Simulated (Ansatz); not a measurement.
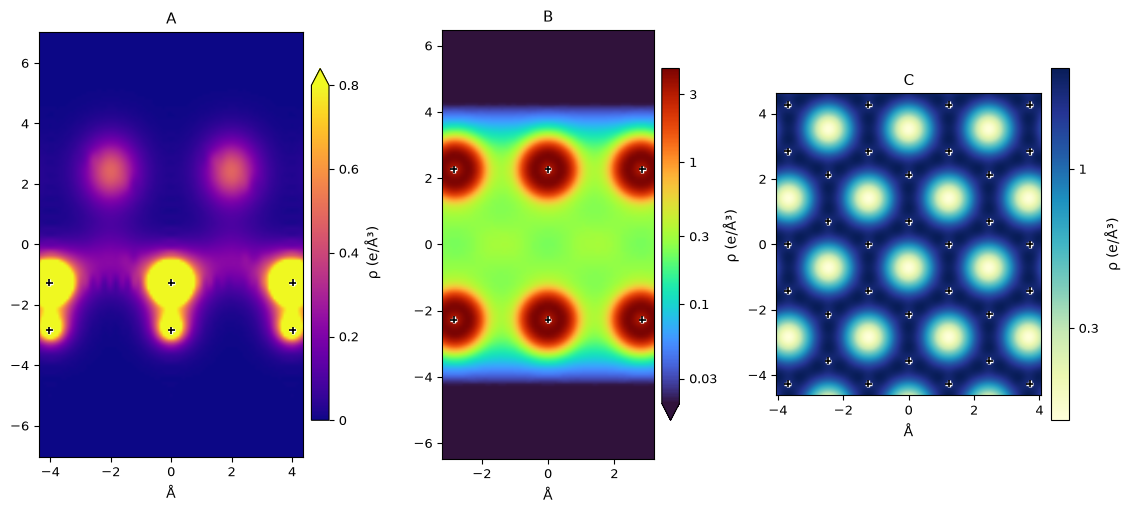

The valence charge density (pseudo) of 3 systems, each on a plane through atoms (crosses mark nuclei in the plane).

Method: Ansatz, DFT PBE+D3(BJ), scalar-relativistic, plane waves, PAW.

System 1: Ta (slab), the (100) plane of the calculation cell, a cut from vacuum to vacuum. 

```cif
data_structure
_symmetry_space_group_name_H-M 'P 1'
_symmetry_Int_Tables_number 1
_cell_length_a 5.6897
_cell_length_b 5.6897
_cell_length_c 20.6456
_cell_angle_alpha 90.000
_cell_angle_beta 90.000
_cell_angle_gamma 109.471
_cell_volume 630.13
loop_
_atom_site_label
_atom_site_type_symbol
_atom_site_fract_x
_atom_site_fract_y
_atom_site_fract_z
_atom_site_occupancy
Ta1 Ta 0.25000 0.25000 0.38749 1
Ta2 Ta 0.25000 0.75000 0.38749 1
Ta3 Ta 0.75000 0.25000 0.38749 1
Ta4 Ta 0.75000 0.75000 0.38749 1
Ta5 Ta 0.50000 0.50000 0.49777 1
Ta6 Ta 0.50000 0.00000 0.49777 1
Ta7 Ta 0.00000 0.50000 0.49777 1
Ta8 Ta 0.00000 0.00000 0.49777 1
Ta9 Ta 0.75000 0.75000 0.60783 1
Ta10 Ta 0.75000 0.25000 0.60783 1
Ta11 Ta 0.25000 0.75000 0.60783 1
Ta12 Ta 0.25000 0.25000 0.60783 1
```

System 2: C, the (001) plane of the conventional cell. Space group Fmmm.

System 3: Ge$_{4}$H (slab), the (010) plane of the calculation cell, a cut from vacuum to vacuum. 

Question: Which map belongs to which system?

Answer: Panel A is system 3, Ge$_{4}$H: the plane holds Ge and H. Ge–H (1.56 Å): ρ is about 0.97 e/Å³ halfway. Panel B is system 1, Ta: the plane holds Ta. Ta–Ta (2.84 Å): the density is about 0.33 e/Å³ at the midpoint. Panel C is system 2, C: the plane holds C. C–C (1.42 Å): ρ is about 2 e/Å³ halfway.
